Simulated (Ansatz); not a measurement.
**Cu$_{3}$H (slab): density, localisation and related maps**

The calculation's input:

```
crystal:
  lattice:
    - [2.5305027254, 0.0, 0.0]
    - [-1.2652513627, 2.1914796445, 0.0]
    - [0.0, 0.0, 23.1298555601]
  atoms:
    - { symbol: Cu, position: [0.3333333333, 0.6666666667, 0.3674904055] }
    - { symbol: Cu, position: [0.6666666667, 0.3333333333, 0.4554416314] }
    - { symbol: Cu, position: [0.3333333333, 0.6666666667, 0.5433983681] }
    - { symbol: H, position: [0.0, 0.0, 0.5753916504] }
basis:
  ecutwfc: 500
kpoints:
  mp_grid: { grid: [12, 12, 1] }
hamiltonian:
  xc: r2scan
scf:
  occupations: { method: gaussian, width: 0.1 }
output:
  forces: true
  eigenvalues: true
  write_density: true
  write_potential: true
  elf: true
  volumetric_format: npy
relax:
  adjacent_minimum: "off"
  f_tol: 0.03
  max_steps: 70
  constraints: [{ sites: [0] }]
efield:
  axis: 3
  dipole_correction: true
  ramp_width: 0.04
```

Launched as:

```sh
ansatz run input.yaml --threads 2 --pin off --max-ram 5120MiB --backend cpu --events-out ev --progress --plain --runs-dir out
```

The fields are those of the run's last geometry, not of the input's.

Computed without spin polarisation.

Theory: DFT r2SCAN, scalar-relativistic, plane waves, PAW in Ansatz.

In a PAW calculation such maps are meaningful between the atoms, not at the nuclei.

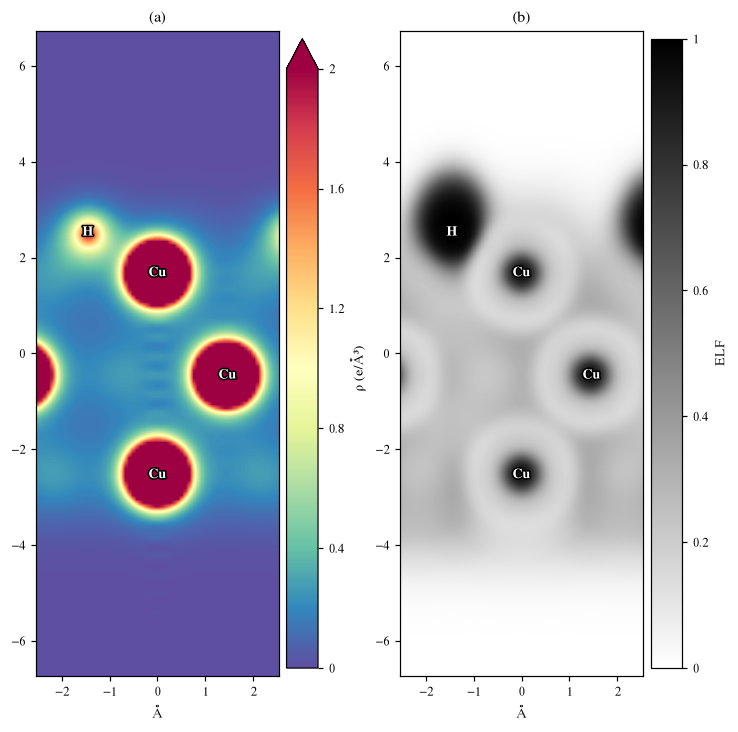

Figure 1. (a) valence electron density; (b) ELF on the (110) plane of the calculation cell, a cut from vacuum to vacuum.

Q: What do the fields say about this system?

A: The section cuts through Cu and H sites. Cu–H (1.69 Å): the density is about 0.85 e/Å³ at the midpoint; the ELF climbs to about 1 towards the hydrogen. Cu–Cu (2.54 Å): ρ is about 0.27 e/Å³ halfway; the ELF is about 0.20 at the midpoint; no localised pair shows between them. Cu–Cu (2.59 Å): ρ is about 0.25 e/Å³ halfway; the ELF is about 0.20 at the midpoint: no shared electron pair shows on this line. The density dies away to nearly zero in the vacuum. The features right at Cu lie inside the PAW spheres, where the map follows smoothed inner orbitals and isn't to be read closely.

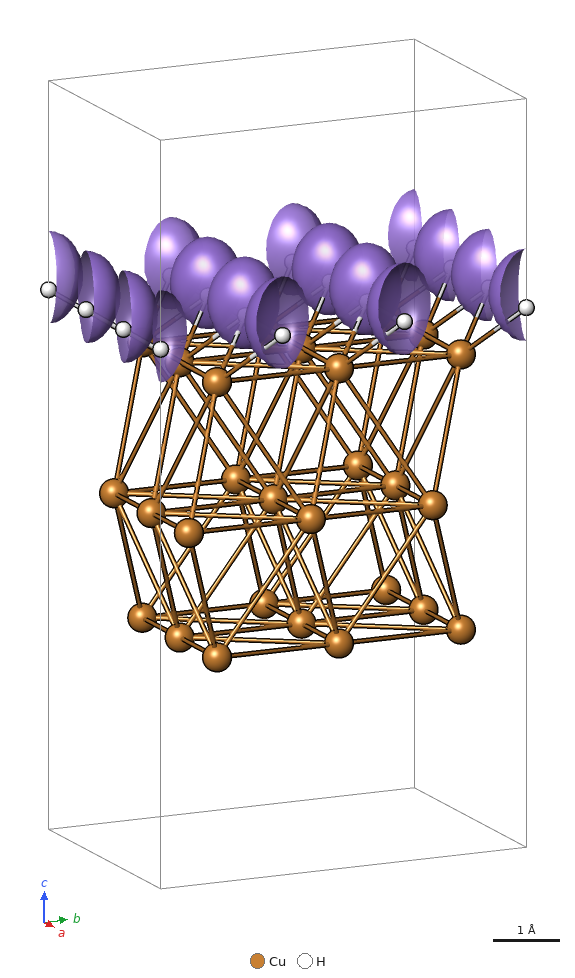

Figure 2. Isosurface of the electron localisation function at 0.85 (purple), seen slightly off an axis. Core shells and regions of very low density are left out. Sticks mark near contacts.

Q: Identify the bonds, lone pairs and shells in this picture.

A: At this value the surface marks out one region around a hydrogen nucleus, counted in one cell of 4 atoms. Counts are for one cell; the picture repeats the cell along the surface. Along the contacts the grid gives the following. Cu–Cu (2.53 Å): the ELF is about 0.25 at the midpoint (no shared electron pair shows on this line).

Q: Does the calculation give a band gap?

A: It is metallic or semimetallic at this level of theory: no gap opens.
